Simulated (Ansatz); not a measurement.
# TiSi₂: what the fields show

Input file:

```
crystal:
  lattice:
    - [-1.4670367768, 1.6943352539, 4.1674685307]
    - [1.4670367768, -1.6943352539, 4.1674685307]
    - [1.4670367768, 1.6943352539, -4.1674685307]
  atoms:
    - { symbol: Ti, position: [0.0, 0.0170411542, 0.0170411542] }
    - { symbol: Si, position: [0.3303789149, 0.3158567691, -0.0145221458] }
    - { symbol: Si, position: [0.6696210851, 0.6550989393, -0.0145221458] }
basis:
  ecutwfc: 420
kpoints:
  mp_grid: { grid: [22, 22, 22] }
hamiltonian:
  xc: pbesol
scf:
  occupations: { method: gaussian, width: 0.15 }
output:
  forces: true
  stress: true
  eigenvalues: true
  write_density: true
  write_potential: true
  elf: true
  volumetric_format: npy
```

Launched as:

```sh
ansatz run input.yaml --threads 2 --pin off --max-ram 5120MiB --backend cpu --events-out ev --progress --plain --runs-dir out
```

Below, planes, directions and counts refer to the conventional cell (a = 3.39 Å, b = 8.33 Å, c = 2.93 Å, α = 90.00°, β = 90.00°, γ = 90.00°).

Space group Imm2; a structure from a database of computed crystals, not necessarily the ambient phase; not relaxed (largest force 0.6 eV/Å); computed without spin polarisation.

Level of theory: DFT PBEsol, scalar-relativistic, plane waves, PAW (Ansatz 0.2.0).

In a PAW calculation such maps are meaningful between the atoms, not at the nuclei.

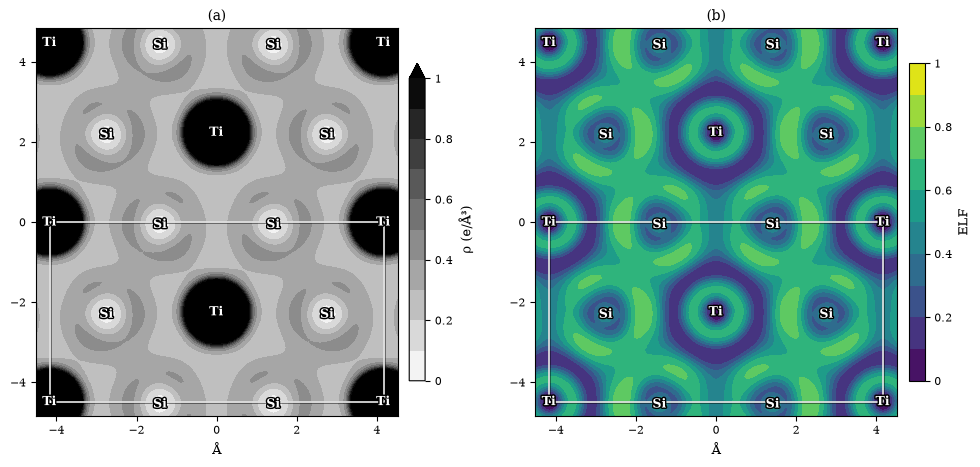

Figure 1. (a) valence charge density (pseudo); (b) electron localisation function on the (101) plane of the conventional cell.

What does the map show?

Answer. Atoms in the plane: Ti and Si. Ti–Si (2.60 Å): ρ at the midpoint is about 0.3 e/Å³; the ELF peaks at about 0.75 in the valence shell of Si, 0.9 Å from its nucleus, and is about 0.35 at the midpoint. Ti–Si (2.70 Å): ρ at the midpoint is about 0.27 e/Å³; the ELF peaks at about 0.75 in the valence shell of Si, 0.9 Å from its nucleus, and is about 0.35 at the midpoint. Ti–Si (2.76 Å): ρ at the midpoint is about 0.27 e/Å³; the ELF peaks at about 0.75 in the valence shell of Si, 0.9 Å from its nucleus, and is about 0.45 at the midpoint. Between the atoms the lowest density in this plane is 0.21 e/Å³. The features right at Ti lie inside the PAW spheres, where the map follows smoothed inner orbitals and isn't to be read closely.

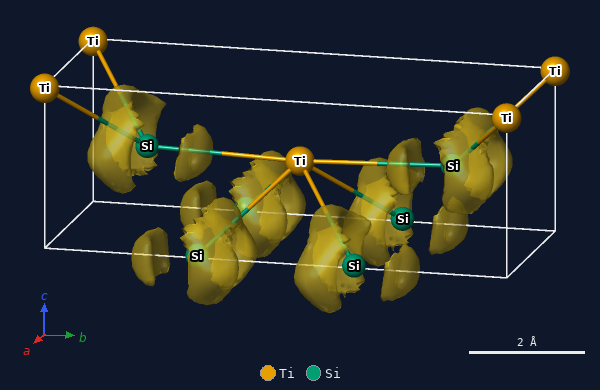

Figure 2. Isosurface of the electron localisation function at 0.7 (yellow), seen slightly off an axis. Only the valence region is drawn (cores and ρ < 0.01 e/Å³ removed). Sticks mark near contacts.

Where are the electrons localised?

Answer. The ELF exceeds this value in four lobes of the valence shell of Si pointing towards Ti (polar bonds) and four regions wrapped around Si (the valence shell of each), counted in one cell of 6 atoms. Regions shared between cells count once. Profiles from the grid: Ti–Ti (2.93 Å): the ELF is about 0.35 at the midpoint.

Does the calculation give a band gap?

Answer. It is gapless in this calculation (a metal or semimetal).
